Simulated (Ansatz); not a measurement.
System: Sn₂O₅, space group Pn-3m (No. 224) (one of a set of cubic test structures, which need not be the stable phase).

How it was computed, with Ansatz 0.2.0 development build: equation of state of a cubic crystal from periodic Kohn-Sham density functional theory without spin, third-order Birch-Murnaghan fit to the free energies; pressure corrected for the finite basis. Level: PBE.

structure type cubic X2O5; atoms in cell 14; space group number 224; lattice centring simple cubic; k mesh 10×10×10; occupation method Fermi–Dirac; occupation width 0.06123 eV; wave cutoff 700 eV; datasets hard PAW; density tolerance 1e−09 eV; bands 88; density cutoff ratio 4; search for lower states default.

Describe the result: the energy above the lowest point against volume. The volume takes the values 10.31, 10.53, 10.75, 10.97, 11.19, 11.41, 11.63 Å³/atom.

A third-order Birch–Murnaghan fit gives V0 = 10.97 Å³/atom, B0 = 143 GPa and B′ = 5.0. The energy above the lowest point is 19.9 meV/atom at volume 10.31 Å³/atom and 15.8 meV/atom at 11.63 Å³/atom; the lowest computed point is at volume 10.97 Å³/atom (0.0 meV/atom).

| volume (Å³/atom) | energy above the lowest point (meV/atom) |
| --- | --- |
| 10.31 | 19.9 |
| 10.53 | 8.5 |
| 10.75 | 2.0 |
| 10.97 | 0.0 |
| 11.19 | 1.9 |
| 11.41 | 7.3 |
| 11.63 | 15.8 |

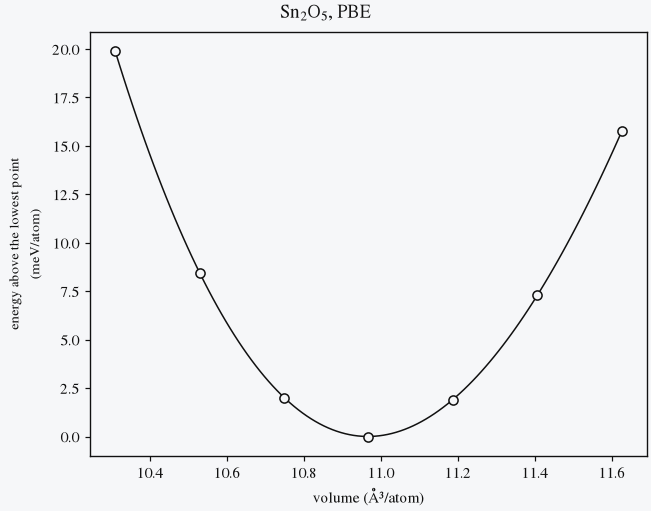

Caveats: cubic model structure, not the ambient form; modest k-mesh, values are not fully converged in k; no spin polarisation, a magnetic state may lie lower.
